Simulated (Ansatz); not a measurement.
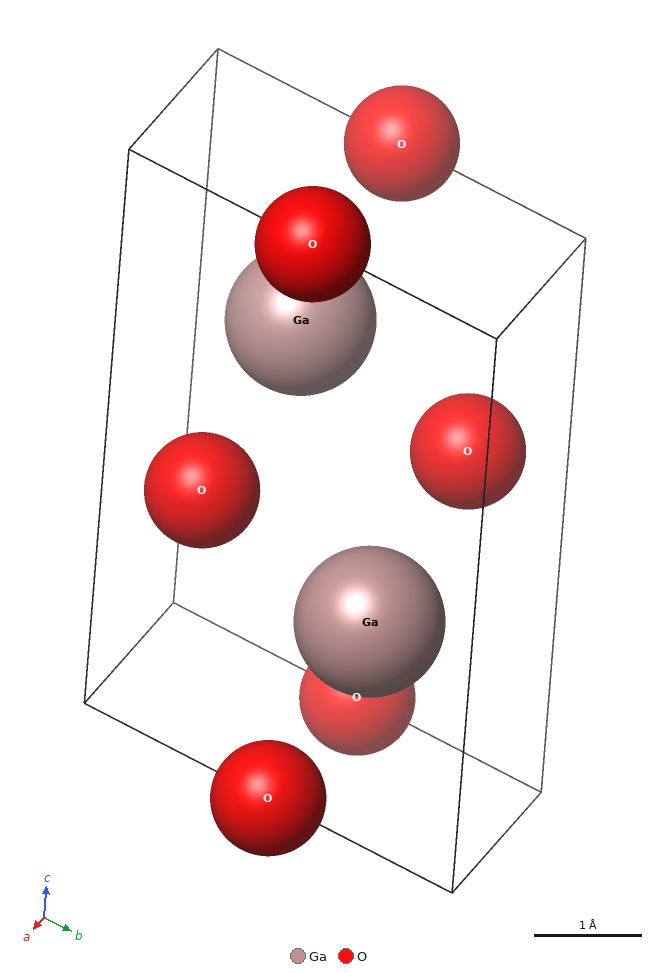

View slightly off an axis, drawn as a spheres-only model. The frame is the cell (the run's own, in a reduced setting); atoms at its boundary are shown with their periodic copies.

```xyz
5
Lattice="2.9389 0.0000 0.0000 0.0000 -3.9262 0.0000 -1.4695 1.9631 -4.6426" Properties=species:S:1:pos:R:3 pbc="T T T"
Ga    0.0000    0.0000   -3.2103
Ga    1.4695   -1.9631   -1.4323
O     0.0000   -1.9631    0.0000
O     0.0000   -1.9631   -2.7948
O     1.4695    0.0000   -1.8478
```

Level of theory and settings: DFT r2SCAN, scalar-relativistic, plane waves, PAW in Ansatz 0.2.0, a basis cut at 500 eV, k-points about 0.22 Å⁻¹ apart, Gaussian smearing of 0.02 eV, no spin polarisation.

What net charge does each kind of atom have (Bader)?

Answer. Ga +1.99 e; O -1.33 e. The transfer is large, as in an ionic solid.

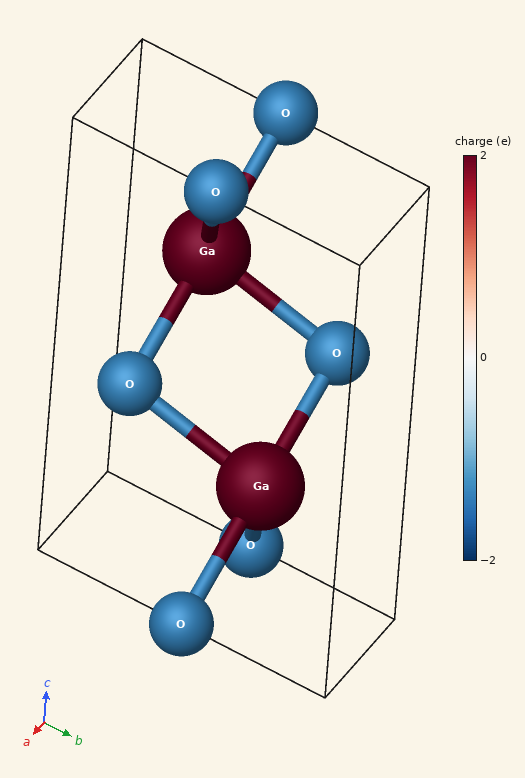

The atoms coloured by those charges.

Starting structure: a structure type filled with these elements by a generator (whether the compound takes this form wasn't checked). Earlier steps of the study may have refined or changed the cell and positions. It was run through Ansatz as a DFT input.

At this level of theory the cell isn't at rest (stretched, at -9 GPa), so its distances can differ from those at equilibrium, the more so the softer the solid.
